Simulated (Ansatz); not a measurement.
Geometry relaxation of WS2 (part 3 of 3)

WS2 (P-6m2, 3 atoms in the cell); DFT PBE+D3(BJ), scalar-relativistic, plane waves, PAW, no spin polarisation (Ansatz 0.2.0); cutoff 420 eV, 12×12×2 k-mesh, Gaussian smearing of 0.02 eV. The structure derives from a Materials Project entry. The run did not end well. It belongs to a series of runs on one base structure; here: relaxed at -1 GPa.

Geometry of the input (Å; fractional positions):
```
3.1699  0.0000  0.0000
-1.5849  2.7452  0.0000
0.0000  0.0000  16.9941
W  0.3333  0.6667  0.0000
S  0.6667  0.3333  0.9070
S  0.6667  0.3333  0.0930
```

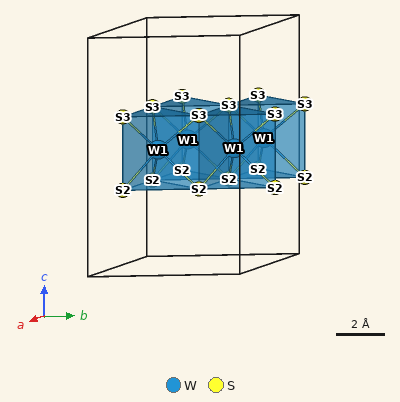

*The geometry at step 25 of the log (polyhedral view of the 2 × 2 repeat of the cell, with the vacuum cut short, seen slightly off an axis; polyhedra are completed across the faces of the cell; atoms are numbered from 1 in the order of the input).*

```
Step failed. What follows is not a result of the run: it is the report of the last solve that finished, which converged after 8 SCF iterations.
Free energy (F): -12192.175095 eV
Harris-Foulkes:  -12192.175095 eV  (|F-HF|=1.64e-11)
Internal energy: -12192.175095 eV  (E = F + TS)
E sigma→0 (E₀):  -12192.175095 eV
Fermi energy:    -2.905524 eV
--- Per-component energies (eV) ---
  E_band       = -571.655103
  E_kinetic    = 663.095139
  E_local      = -46687.863193  (includes V_loc(G=0)·N_el)
  E_nonlocal   = 57.047535
  E_hartree    = 22972.073578
  E_xc         = -460.857788
  E_vxc        = -413.305447  (∫ρ·V_xc dr)
  E_paw        = -9762.836172  (= ΣΔE_a)
  E_vpaw       = -134.776268  (= ΣTr[D̂ρ^β])
  E_aug_tail   = -0.000235  (compensation charges beyond the density's cutoff)
  E_ewald      = 21028.046874
  E_disp       = -0.880834  (pairwise vdW)
  E_smearing   = -0.000000  (= −TS)
  E_closure    = -0.000000  (closes the sum)
  Σ components = -12192.175095   (vs F -12192.175095, Δ=0.00e0)
--- Forces (eV/Å), atoms counted from 1 ---
  atom   1  W     -0.00000000     0.00000000     0.00000000
  atom   2  S      0.00000000    -0.00000000    -0.02840472
  atom   3  S      0.00000000    -0.00000000     0.02840472
  max |Σ_I F_I| component: 2.54e-17 eV/Å
--- Stress (GPa, compression-positive) ---
       -1.018769       0.000000       0.000000
        0.000000      -1.018769      -0.000000
        0.000000      -0.000000      -0.697214
  P = ⅓ Tr σ = -0.9116 GPa (-9.116 kbar)
--- Band table (eV; the first three rows and the last of 38) ---
  k-point 0: bands = ["-77.8531", "-42.0427", "-41.9913", "-41.9913", "-18.3534", "-16.6833", "-9.8827", "-6.7846", "-6.7846", "-5.6239", "-5.5688", "-5.5688", "-3.5592", "-1.0482", "-1.0482", "-0.8236", "-0.8236"]
  k-point 1: bands = ["-77.8530", "-42.0412", "-41.9913", "-41.9913", "-18.3531", "-16.6833", "-9.8825", "-6.7847", "-6.7847", "-5.6239", "-5.5687", "-5.5687", "-3.5577", "-1.0484", "-1.0484", "-0.8236", "-0.8236"]
  k-point 2: bands = ["-77.8523", "-42.0399", "-42.0096", "-41.9957", "-18.2485", "-16.6483", "-9.7583", "-7.0587", "-6.6815", "-6.1856", "-5.7327", "-5.1798", "-3.6463", "-1.1386", "-1.0482", "-0.9216", "-0.8435"]
  k-point 37: bands = ["-77.8393", "-42.1908", "-42.1621", "-41.9865", "-16.1734", "-15.9333", "-9.3459", "-8.9907", "-8.1359", "-7.6407", "-6.8747", "-5.9562", "-3.8284", "-2.2516", "-0.2802", "0.1111", "1.4173"]
End of that report.
Error: variable-cell relaxation did not converge after 50 `relax_step` rows, as none of its last 3 fresh-basis SCF(s) at a relaxed cell met both thresholds with a finite energy. The last misses `relax.f_tol` and `relax.cell.stress_tol`: largest allowed force component 1.55e-2 eV/Å (`relax.f_tol` 8.00e-3 eV/Å), stress off the target on the free part of the cell 9.77e-1 GPa (`relax.cell.stress_tol` 8.00e-2 GPa), F+E_penalty+E_count -12192.31868415 eV. The closest is row 21, whose structure comes with this error. Larger ratio of force or stress to its threshold at each such SCF whose figures are numbers: 12.117, 11.900, 12.208. The dense FFT grid had 24×24×120 points at the cell where the steps before the first such SCF started and, at each such SCF in turn, 24×24×150, 24×24×192, 24×24×250, so 3 of them had another grid than the one listed just before. After the last such SCF `relax.max_steps` ran out. If the threshold ratios fall while the rows' cell is stable, continue in a new run from this error's structure with a larger `relax.max_steps`. Ratios that fall only as the cell collapses won't converge, and for ratios that don't fall see `relax.cell`. Where this run's directory can be resumed (`checkpoint.write`), a resume goes on for up to `relax.max_steps` more
  cell:  # Å, volume = 250.3226 Å³
    - [3.2085443340812567, 1.1544622620529216e-32, 0.0]
    - [-1.6042721670406284, 2.778680902482993, 0.0]
    - [0.0, 0.0, 28.077174052236344]
  atoms:
    - { symbol: W, position: [0.33333333333333326, 0.6666666666666665, 2.72208675575877e-19] }
    - { symbol: S, position: [0.6666666666666666, 0.33333333333333326, 0.9444376104616838] }
    - { symbol: S, position: [0.6666666666666666, 0.33333333333333326, 0.055562389538315694] }
```

Trajectory as extended XYZ (Å, eV, eV/Å), 21 of the 50 frames kept, from step=1 to step=50
```
3
Lattice="3.1699 0.0000 0.0000 -1.5849 2.7452 0.0000 0.0000 0.0000 16.9941" Properties=species:S:1:pos:R:3:forces:R:3 step=1 energy=-12192.35876 pressure_GPa=-0.58
W     0.0000    1.8301    0.0000    0.0000   0.0000   0.0000
S     1.5849    0.9151   15.4130    0.0000   0.0000   0.1717
S     1.5849    0.9151    1.5811    0.0000   0.0000  -0.1717
3
Lattice="3.2108 0.0000 0.0000 -1.6054 2.7806 0.0000 0.0000 0.0000 18.3608" Properties=species:S:1:pos:R:3:forces:R:3 step=3 energy=-12192.32966 pressure_GPa=-0.51
W     0.0000    1.8537    0.0000    0.0000   0.0000   0.0000
S     1.6054    0.9269   16.8174    0.0000   0.0000  -0.2942
S     1.6054    0.9269    1.5434    0.0000   0.0000   0.2942
3
Lattice="3.1948 0.0000 0.0000 -1.5974 2.7667 0.0000 0.0000 0.0000 20.8665" Properties=species:S:1:pos:R:3:forces:R:3 step=6 energy=-12192.32316 pressure_GPa=-0.62
W     0.0000    1.8445    0.0000    0.0000   0.0000   0.0000
S     1.5974    0.9222   19.3086    0.0000   0.0000  -0.1225
S     1.5974    0.9222    1.5578    0.0000   0.0000   0.1225
3
Lattice="3.1960 0.0000 0.0000 -1.5980 2.7678 0.0000 0.0000 0.0000 21.6431" Properties=species:S:1:pos:R:3:forces:R:3 step=8 energy=-12192.29183 pressure_GPa=-1.11
W     0.0000    1.8452    0.0000    0.0000   0.0000   0.0000
S     1.5980    0.9226   20.0755    0.0000   0.0000   0.0746
S     1.5980    0.9226    1.5677    0.0000   0.0000  -0.0746
3
Lattice="3.1957 0.0000 0.0000 -1.5978 2.7675 0.0000 0.0000 0.0000 21.6660" Properties=species:S:1:pos:R:3:forces:R:3 step=11 energy=-12192.34682 pressure_GPa=-0.63
W     0.0000    1.8450    0.0000    0.0000   0.0000   0.0000
S     1.5978    0.9225   20.1022    0.0000   0.0000   0.0104
S     1.5978    0.9225    1.5638    0.0000   0.0000  -0.0104
3
Lattice="3.2005 0.0000 0.0000 -1.6003 2.7717 0.0000 0.0000 0.0000 23.3228" Properties=species:S:1:pos:R:3:forces:R:3 step=13 energy=-12192.34179 pressure_GPa=-0.56
W     0.0000    1.8478    0.0000    0.0000   0.0000   0.0000
S     1.6003    0.9239   21.7642    0.0000   0.0000  -0.0593
S     1.6003    0.9239    1.5586    0.0000   0.0000   0.0593
3
Lattice="3.2056 0.0000 0.0000 -1.6028 2.7761 0.0000 0.0000 0.0000 25.8079" Properties=species:S:1:pos:R:3:forces:R:3 step=16 energy=-12192.32471 pressure_GPa=-0.41
W     0.0000    1.8507    0.0000    0.0000   0.0000   0.0000
S     1.6028    0.9254   24.2601    0.0000   0.0000  -0.2467
S     1.6028    0.9254    1.5477    0.0000   0.0000   0.2467
3
Lattice="3.2084 0.0000 0.0000 -1.6042 2.7785 0.0000 0.0000 0.0000 27.5073" Properties=species:S:1:pos:R:3:forces:R:3 step=18 energy=-12192.28529 pressure_GPa=-0.75
W     0.0000    1.8524    0.0000    0.0000   0.0000   0.0000
S     1.6042    0.9262   25.9547    0.0000   0.0000  -0.1387
S     1.6042    0.9262    1.5526    0.0000   0.0000   0.1387
3
Lattice="3.2085 0.0000 0.0000 -1.6043 2.7787 0.0000 0.0000 0.0000 28.0772" Properties=species:S:1:pos:R:3:forces:R:3 step=21 energy=-12192.33572 pressure_GPa=-0.66
W     0.0000    1.8525    0.0000    0.0000   0.0000   0.0000
S     1.6043    0.9262   26.5171    0.0000   0.0000   0.0236
S     1.6043    0.9262    1.5600    0.0000   0.0000  -0.0236
3
Lattice="3.2090 0.0000 0.0000 -1.6045 2.7791 0.0000 0.0000 0.0000 29.7171" Properties=species:S:1:pos:R:3:forces:R:3 step=23 energy=-12192.33329 pressure_GPa=-0.77
W     0.0000    1.8527    0.0000    0.0000   0.0000   0.0000
S     1.6045    0.9264   28.1505    0.0000   0.0000   0.1557
S     1.6045    0.9264    1.5667    0.0000   0.0000  -0.1557
3
Lattice="3.2172 0.0000 0.0000 -1.6086 2.7862 0.0000 0.0000 0.0000 31.3642" Properties=species:S:1:pos:R:3:forces:R:3 step=25 energy=-12192.32468 pressure_GPa=-0.66
W     0.0000    1.8575    0.0000    0.0000   0.0000   0.0000
S     1.6086    0.9287   29.8085    0.0000   0.0000  -0.0024
S     1.6086    0.9287    1.5558    0.0000   0.0000   0.0024
3
Lattice="3.2217 0.0000 0.0000 -1.6108 2.7900 0.0000 0.0000 0.0000 33.8495" Properties=species:S:1:pos:R:3:forces:R:3 step=28 energy=-12192.30701 pressure_GPa=-0.68
W     0.0000    1.8600    0.0000    0.0000   0.0000   0.0000
S     1.6108    0.9300   32.2971    0.0000   0.0000  -0.0436
S     1.6108    0.9300    1.5524    0.0000   0.0000   0.0436
3
Lattice="3.2240 0.0000 0.0000 -1.6120 2.7920 0.0000 0.0000 0.0000 35.5366" Properties=species:S:1:pos:R:3:forces:R:3 step=30 energy=-12192.27239 pressure_GPa=-0.84
W     0.0000    1.8614    0.0000    0.0000   0.0000   0.0000
S     1.6120    0.9307   33.9823    0.0000   0.0000   0.0009
S     1.6120    0.9307    1.5543    0.0000   0.0000  -0.0009
3
Lattice="3.2240 0.0000 0.0000 -1.6120 2.7921 0.0000 0.0000 0.0000 37.0069" Properties=species:S:1:pos:R:3:forces:R:3 step=33 energy=-12192.21100 pressure_GPa=-1.02
W     0.0000    1.8614    0.0000    0.0000   0.0000   0.0000
S     1.6120    0.9307   35.4513    0.0000   0.0000   0.0239
S     1.6120    0.9307    1.5556    0.0000   0.0000  -0.0239
3
Lattice="3.2243 0.0000 0.0000 -1.6122 2.7923 0.0000 0.0000 0.0000 37.0255" Properties=species:S:1:pos:R:3:forces:R:3 step=35 energy=-12192.20959 pressure_GPa=-1.00
W     0.0000    1.8616    0.0000    0.0000   0.0000   0.0000
S     1.6122    0.9308   35.4713    0.0000   0.0000  -0.0006
S     1.6122    0.9308    1.5543    0.0000   0.0000   0.0006
3
Lattice="3.2312 0.0000 0.0000 -1.6156 2.7983 0.0000 0.0000 0.0000 38.6823" Properties=species:S:1:pos:R:3:forces:R:3 step=38 energy=-12192.30947 pressure_GPa=-0.63
W     0.0000    1.8655    0.0000    0.0000   0.0000   0.0000
S     1.6156    0.9328   37.1325    0.0000   0.0000  -0.0251
S     1.6156    0.9328    1.5499    0.0000   0.0000   0.0251
3
Lattice="3.2357 0.0000 0.0000 -1.6179 2.8022 0.0000 0.0000 0.0000 40.3393" Properties=species:S:1:pos:R:3:forces:R:3 step=40 energy=-12192.30246 pressure_GPa=-0.65
W     0.0000    1.8682    0.0000    0.0000   0.0000   0.0000
S     1.6179    0.9341   38.7907    0.0000   0.0000  -0.0204
S     1.6179    0.9341    1.5486    0.0000   0.0000   0.0204
3
Lattice="3.2413 0.0000 0.0000 -1.6206 2.8070 0.0000 0.0000 0.0000 42.8246" Properties=species:S:1:pos:R:3:forces:R:3 step=43 energy=-12192.29049 pressure_GPa=-0.66
W     0.0000    1.8714    0.0000    0.0000   0.0000   0.0000
S     1.6206    0.9357   41.2783    0.0000   0.0000  -0.0298
S     1.6206    0.9357    1.5463    0.0000   0.0000   0.0298
3
Lattice="3.2491 0.0000 0.0000 -1.6245 2.8138 0.0000 0.0000 0.0000 44.4816" Properties=species:S:1:pos:R:3:forces:R:3 step=45 energy=-12192.26806 pressure_GPa=-0.62
W     0.0000    1.8759    0.0000    0.0000   0.0000   0.0000
S     1.6245    0.9379   42.9454    0.0000   0.0000  -0.1830
S     1.6245    0.9379    1.5362    0.0000   0.0000   0.1830
3
Lattice="3.2506 0.0000 0.0000 -1.6253 2.8151 0.0000 0.0000 0.0000 46.9888" Properties=species:S:1:pos:R:3:forces:R:3 step=48 energy=-12192.23064 pressure_GPa=-0.79
W     0.0000    1.8767    0.0000    0.0000   0.0000   0.0000
S     1.6253    0.9384   45.4463    0.0000   0.0000  -0.0544
S     1.6253    0.9384    1.5425    0.0000   0.0000   0.0544
3
Lattice="3.2515 0.0000 0.0000 -1.6257 2.8159 0.0000 0.0000 0.0000 48.6882" Properties=species:S:1:pos:R:3:forces:R:3 step=50 energy=-12192.17510 pressure_GPa=-0.91
W     0.0000    1.8772    0.0000    0.0000   0.0000   0.0000
S     1.6257    0.9386   47.1445    0.0000   0.0000  -0.0284
S     1.6257    0.9386    1.5437    0.0000   0.0000   0.0284
```
